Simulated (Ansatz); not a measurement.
```
Pd Si
1.0
    -5.44370    5.44370   -5.44370
    -5.44370   -5.44370    5.44370
     5.44370    5.44370    5.44370
Pd Si
1 31
Direct
  0.99969 0.99915 0.74959
  0.75409 0.24175 0.74815
  0.74609 0.99509 0.99878
  0.49922 0.49948 0.74966
  0.50801 0.25472 0.00199
  0.49919 0.99948 0.24958
  0.24295 0.75588 0.75111
  0.25230 0.50195 0.99835
  0.24423 0.24311 0.23708
  0.25282 0.00388 0.50085
  0.99634 0.74419 0.00339
  0.99926 0.49955 0.24971
  0.00210 0.25611 0.49728
  0.75530 0.75717 0.26218
  0.74537 0.49688 0.50025
  0.49043 0.74296 0.49600
  0.01030 0.01595 0.50870
  0.75023 0.24771 0.49902
  0.74260 0.98334 0.74468
  0.49303 0.49385 0.49433
  0.50529 0.25024 0.75011
  0.49809 0.00112 0.00014
  0.24481 0.75107 0.50001
  0.24953 0.50513 0.74913
  0.25656 0.25206 0.99072
  0.24814 0.99786 0.24686
  0.98750 0.74683 0.75463
  0.00033 0.49459 0.99935
  0.99793 0.24799 0.24359
  0.74890 0.74870 0.00494
  0.75376 0.50436 0.25567
  0.50024 0.75117 0.25237
```

Method: DFT r2SCAN, scalar-relativistic, plane waves, PAW (Ansatz).

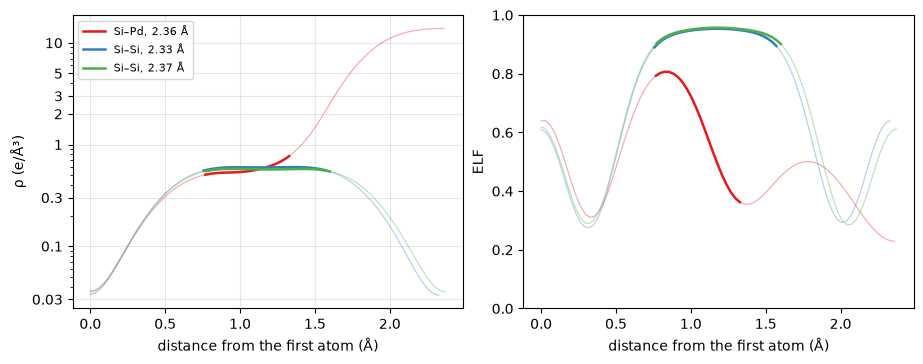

Si$_{31}$Pd (cell with a defect). Valence pseudo-density and ELF along straight lines between neighbouring atoms. Thin, pale parts lie inside the atomic spheres.

Core electrons are frozen (PAW), and the valence fields are smoothed inside the atomic spheres.

Q: Compare the contacts.

A: Si–Pd (2.36 Å): ρ at the midpoint is about 0.6 e/Å³; the ELF peaks at about 0.80 in the valence shell of Si, 0.8 Å from its nucleus, and is about 0.50 at the midpoint.
Si–Si (2.33 Å): the density is about 0.6 e/Å³ at the midpoint; the ELF peaks at about 0.95 between the atoms.
Si–Si (2.37 Å): ρ is about 0.57 e/Å³ halfway; the ELF peaks at about 0.95 between the atoms.
